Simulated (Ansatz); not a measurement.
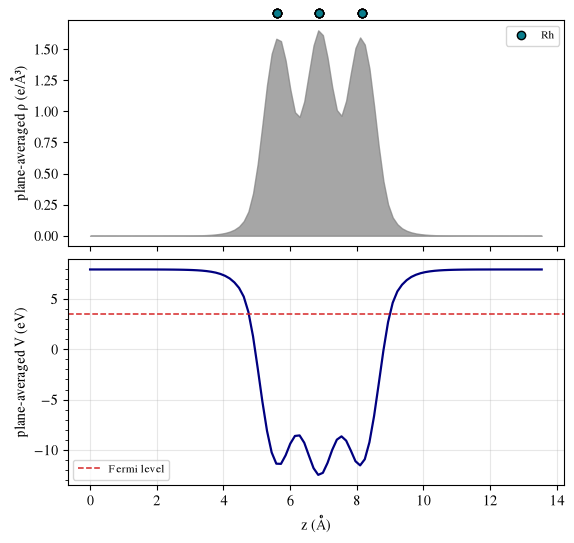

*Rh (slab). Plane average of the electrostatic potential energy of an electron and of the valence pseudo-density across the slab. Circles mark the heights of the atoms.*

Computed without spin polarisation.

Level of theory: DFT PBE, scalar-relativistic, plane waves, PAW in Ansatz.

In a PAW calculation such maps are meaningful between the atoms, not at the nuclei.

Q: How far below the vacuum level is the Fermi level?

A: The potential is flat in the vacuum, 4.38 eV above the Fermi level; this is the work function, the same on both faces.

Q: How thick is the slab, and how wide the vacuum?

A: The outermost nuclei are 2.5 Å apart, in 3 atomic planes; the vacuum between periodic images is 11.2 Å wide.
